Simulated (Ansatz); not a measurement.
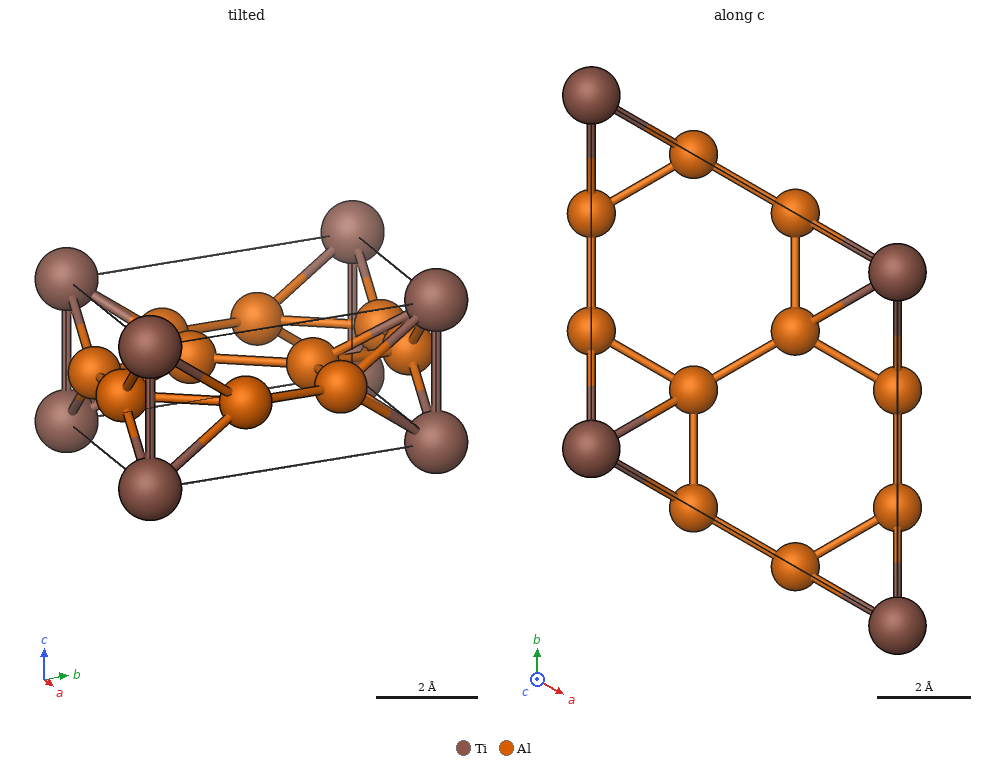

Shown here is a ball-and-stick view of the crystal, taken slightly off an axis and along the c axis. Atoms at the boundary of the conventional unit cell (the box) are drawn once for each face, edge or corner they touch. Cell: a = 7.68 Å, b = 7.68 Å, c = 2.86 Å, α = 90.00°, β = 90.00°, γ = 120.00°.

The model was built from a structure type filled with these elements by a generator (whether the compound takes this form wasn't checked). Earlier steps of the study may have refined or changed the cell and positions. It was run through Ansatz as a DFT input.

### What is this?

The solid is TiAl$_{6}$. The lattice is primitive hexagonal and the space group P6/mmm (No. 191). With Z = 1, the cell contains 1 Ti, 6 Al.

Method used: DFT PBE, scalar-relativistic, plane waves, PAW in Ansatz. It ran with a basis cut at 420 eV, a 6×6×14 mesh of k-points, Gaussian smearing of 0.1 eV, no spin polarisation.

### What is the electronic character?

A metal: bands cross the Fermi level.

### State the Bader charges by element.

Ti +0.86 e; Al -0.14 e.

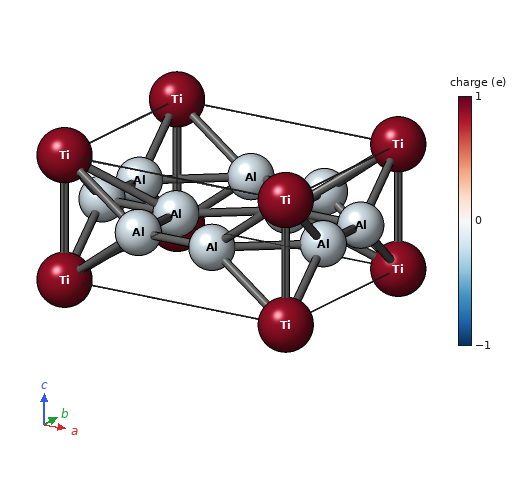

The atoms coloured by those charges. The run's cell of 7 atoms is drawn.

### Do the forces and the stress vanish for this geometry?

Yes. All forces vanish to within 0.01 eV/Å. The pressure is 0.0 GPa, close to zero.
